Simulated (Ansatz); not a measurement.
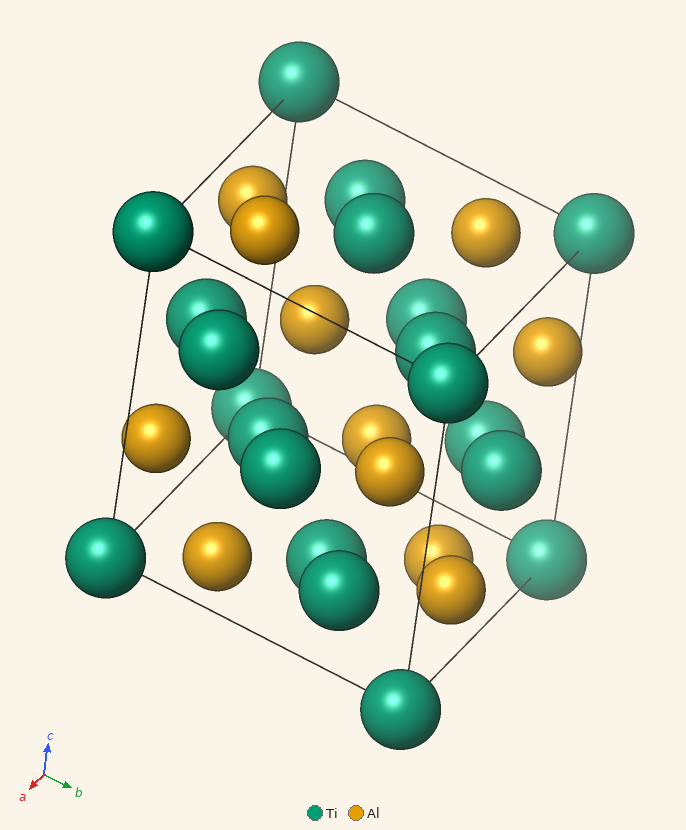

Figure: spheres-only view from a general direction. The lines enclose the simulation cell; boundary atoms appear with their images.

The run was set up as follows:
```yaml
crystal:
  lattice:
    - [-0.000519, 5.684768, 3.942164]
    - [5.68584, 0.000398, -3.943314]
    - [-5.684896, 0.000492, -3.94213]
  atoms:
    - { symbol: Ti, position: [0.0007244486, 0.5035453788, 0.5065577123] }
    - { symbol: Ti, position: [0.5031528659, 0.2548763019, 0.257844962] }
    - { symbol: Ti, position: [0.0006499403, 0.7441548069, 0.2446686749] }
    - { symbol: Ti, position: [0.0007196008, 0.2548422336, 0.7553954334] }
    - { symbol: Ti, position: [0.5032479311, 0.0060177269, 0.5065217785] }
    - { symbol: Ti, position: [0.503157268, 0.4952615762, 0.9958517051] }
    - { symbol: Ti, position: [0.0007343214, 0.992816852, 0.9958120636] }
    - { symbol: Ti, position: [0.5031903561, 0.7441307465, 0.74716752] }
    - { symbol: Al, position: [0.2464609909, 0.2467237983, 0.4985340597] }
    - { symbol: Al, position: [0.751996706, 0.9995070278, 0.2511929499] }
    - { symbol: Al, position: [0.2519391428, 0.4994744728, 0.2512034271] }
    - { symbol: Al, position: [0.2519919064, 0.9994718854, 0.7511969011] }
    - { symbol: Al, position: [0.7519757755, 0.7522015217, 0.4984889378] }
    - { symbol: Al, position: [0.7519753486, 0.2467018423, 0.0040690167] }
    - { symbol: Al, position: [0.257490395, 0.7521966875, 0.0040068984] }
basis:
  ecutwfc: 420
kpoints:
  mp_grid: { grid: [6, 6, 6] }
hamiltonian:
  xc: pbe
scf:
  occupations: { method: gaussian, width: 0.1 }
  n_extra_bands: 8
output:
  forces: true
  stress: true
  eigenvalues: true
  populations: true
  dos:
    method: { smearing: { sigma: 0.1, scheme: gaussian } }
    projected: true
    de: 0.02
```
Run as:
```sh
ansatz run input.yaml --threads 4 --pin off --max-ram 9216MiB --backend cpu --events-out ev --progress --plain --runs-dir out
```

Level of theory and settings: DFT PBE, scalar-relativistic, plane waves, PAW (Ansatz 0.2.0), a 420 eV plane-wave basis, k-grid 6×6×6, Gaussian smearing of 0.1 eV, no spin polarisation.

Does it come out as a metal, or with a gap?

Answer. A metal: bands cross the Fermi level.

What is the computed pressure?

Answer. The computed pressure is -0.2 GPa (stretched: it would shrink).

Source of the structure: a structure type filled with these elements by a generator (whether the compound takes this form wasn't checked). Earlier steps of the study may have refined or changed the cell and positions. It was run through Ansatz as a DFT input.
